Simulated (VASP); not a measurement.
```xyz
8
Lattice="5.4510 0.0000 0.0000 0.0000 5.4510 0.0000 0.0000 0.0000 5.4510" Properties=species:S:1:pos:R:3 pbc="T T T"
Se    2.7255    0.0000    0.0000
Se    0.0000    2.7255    0.0000
Se    0.0000    0.0000    2.7255
Se    2.7255    2.7255    2.7255
Mg    0.0000    0.0000    0.0000
Mg    2.7255    2.7255    0.0000
Mg    2.7255    0.0000    2.7255
Mg    0.0000    2.7255    2.7255
```

Space group Fm-3m.

Method: VASP 6.6.1, Kohn-Sham DFT of a periodic cell, PBE, VASP PAW PBE potentials, recommended.

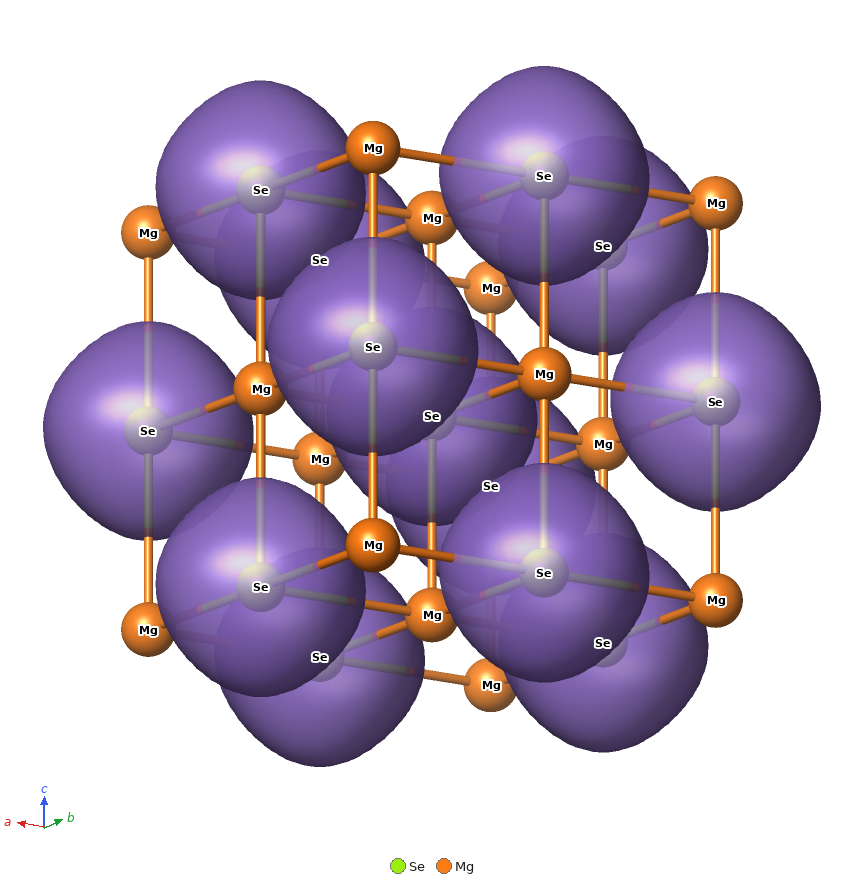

MgSe. Isosurface of the valence electron density at 0.2 e/Å³ (purple), seen at an oblique angle. Sticks mark near contacts.

In a PAW calculation such maps are meaningful between the atoms, not at the nuclei.

**What does this surface tell about the bonding?**

At this value the density breaks into separate islands; it holds about 65 % of the electrons treated as valence. It bridges none of the near contacts. It is pinched off along the shortest Mg–Se (2.73 Å) contacts. On the grid the lowest density along these lines, outside the cores, is 0.12 e/Å³ (Mg–Se, 2.73 Å).

**Metal or insulator at this level of theory?**

It is gapped, with a Kohn–Sham gap of 1.8 eV on the k-point mesh (the band edges may lie off the mesh, which would make the gap smaller).
